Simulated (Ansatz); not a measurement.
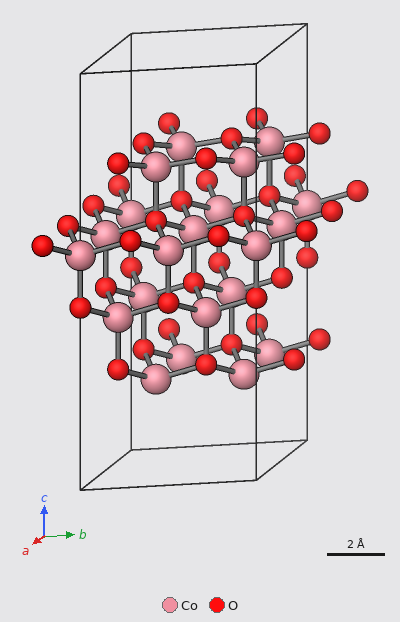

*The input geometry (ball-and-stick view of the 2 × 2 repeat of the cell, with the vacuum cut short, seen slightly off an axis; bonded neighbours outside the cell are drawn too). An atom can appear more than once, as a periodic image.*

Near neighbours in the periodic cell (some may lie outside the picture): Co has 3 O at 1.96 Å; O has 4 Co at 1.89 to 1.96 Å; Co has 4 O at 1.89 to 1.96 Å; O has 3 Co at 1.90 Å.

# Single-point calculation of CoO (part 1 of 3)

- system: CoO (slab, 8 atoms in the cell)
- method: DFT, PBE, plane waves, PAW, spin-polarised (Ansatz 0.2.0)

The structure derives from a Materials Project entry. Figures and captions count atoms from 1; the log counts them from 0 in places.

**Log**
```
Engine: ansatz 0.2.0, x86_64-unknown-linux-gnu
Pseudopotentials: kind: paw
Pseudopotential: Co, paw, valence charge 17, recommended cutoff 420 eV (normal), Co.paw.azcp
Pseudopotential: O, paw, valence charge 6, recommended cutoff 420 eV (normal), O.paw.azcp
Functional definition: PBE
  parameter kappa = 0.804
  parameter beta = 0.06672455060314922
  exchange = pbe_x(kappa = kappa, mu = beta*pi^2/3)
  correlation = pbe_c(beta = beta)
Crystal: 8 atoms, lattice volume = 225.075 Å³
Basis set: ecut = 420 eV, 4477 PW (Γ), exchange–correlation on 48×48×360 points (8 copies of the dense FFT grid, shifted against one another)
Bands: 61, of which v1, the nominal top of the filled ones, is band 46 counted from 1 (45 counted from 0)
Symmetry: 6 space group operations
k-points: 12 of 81 (time reversal used)
Non-local potential: Co, projectors of the file, l = 0: 3, l = 1: 2, l = 2: 3, l = 3: 1
Non-local potential: O, projectors of the file, l = 0: 2, l = 1: 2, l = 2: 1
PAW form: soft (Blöchl's): semilocal exchange-correlation on the pseudo side does not see the compensation charge
PAW one-centre angular grid: Co, 590 points (default); XC on 64 Gauss nodes
PAW one-centre angular grid: O, 110 points (default); XC on 64 Gauss nodes
Initial density: superposition of atomic densities (neutral atoms: chi_scale 0, normalization atom)
Starting moments: Σ|m| = 9.6 μB on 8 of 8 sites
Initial wavefunctions: pseudopotential atomic-orbital guess
Functional: x = pbe(κ = 0.804, μ = 0.2195149727645171), c = pbe(β = 0.06672455060314922)
```
